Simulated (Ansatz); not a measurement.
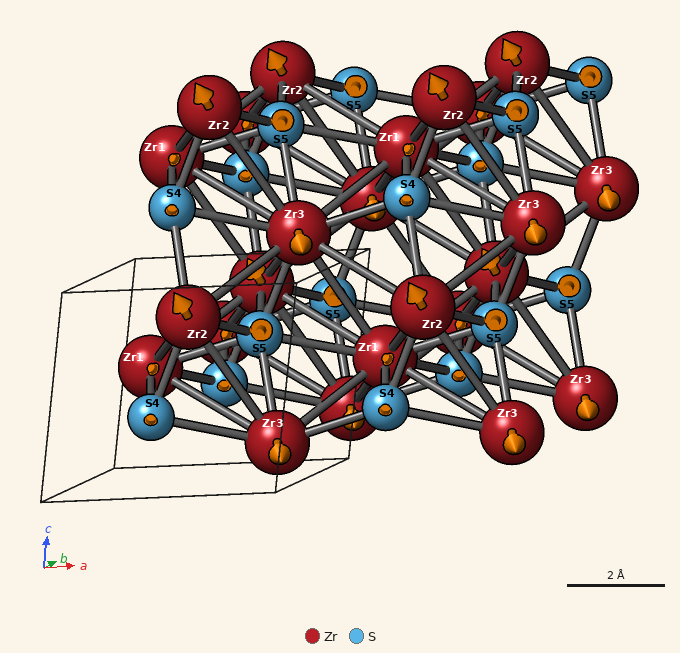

A relaxation of crystalline Zr3S2 (set up in P1). The starting structure is drawn; orange arrows show the displacements (the part carried along by the change of the cell is left out), 30 times their true length.

Style: ball-and-stick. Shown: the cell of the calculation, repeated 2 × 2 × 2 with one cell outlined, slightly off an axis.

Case: cell sheared at random, sigma 0.06, atoms nudged by 0.01 Å; relaxed back.

Computed with Ansatz 0.2.0, DFT PBE, scalar-relativistic, plane waves, PAW.

The input:
```yaml
crystal:
  lattice:
    - [2.8125650952, 2.0871104728, 3.3460364557]
    - [-3.1091078827, 1.7687240723, 3.7456352677]
    - [-0.4240021048, -3.0618896508, 3.1645206452]
  atoms:
    - { symbol: Zr, position: [0.1610176053, 0.8365513308, 0.5010345844] }
    - { symbol: Zr, position: [0.5019221747, 0.1649247611, 0.8337777617] }
    - { symbol: Zr, position: [0.8352140962, 0.5065636314, 0.1642564092] }
    - { symbol: S, position: [0.3352942036, 0.3332274769, 0.3362520793] }
    - { symbol: S, position: [0.6665519201, 0.6587327997, 0.6646791655] }
basis:
  ecutwfc: 420
kpoints:
  mp_grid: { grid: [6, 6, 6] }
hamiltonian:
  xc: pbe
scf:
  occupations: { method: gaussian, width: 0.15 }
output:
  forces: true
  stress: true
  eigenvalues: true
relax:
  adjacent_minimum: "off"
  f_tol: 0.01
  max_steps: 80
  cell: { stress_tol: 0.1 }
```

Run as
```bash
ansatz run input.yaml --threads 2 --pin off --max-ram 5120MiB --backend cpu --events-out ev --progress --plain --runs-dir out
```

**What did the optimiser do to the structure, and how much energy did it gain?**

The largest move relative to the cell is that of Zr3, 0.035 Å along [1 −2 −1]. Largest moves by element: Zr 0.035 Å, S 0.030 Å. The volume changes by +1.5 %, with a 4.844 → 4.826 Å (−0.4 %), b 5.179 → 4.826 Å (−6.8 %), c 4.424 → 4.826 Å (+9.1 %), α 70.2° → 73.7°, β 81.9° → 73.7°, γ 72.7° → 73.7°. Some distances before and after: Zr2–S4 2.244 → 2.609 Å, Zr3–S5 2.262 → 2.599 Å, Zr2–Zr3 3.566 → 3.318 Å, Zr2–S5 2.825 → 2.600 Å. Bond angles that change, for instance: Zr2–S4–Zr3 89.8° → 79.3°, Zr1–S5–Zr3 91.3° → 81.1°, Zr1–S5–Zr3 128.7° → 136.8°. The space group (tolerance 0.01 Å) goes from P1 (No. 1) to R32 (No. 155). The energy falls by 303 meV per atom in 6 accepted moves (8 points after the start). The largest force component goes from 2.7 to 0.00052 eV/Å. Pressure: 7.72 GPa at the start and 0.00 GPa at the end. At 2 points the geometry stayed and the basis and grid were re-selected for the new cell (energy shift of 0.9 meV per atom at most each time).
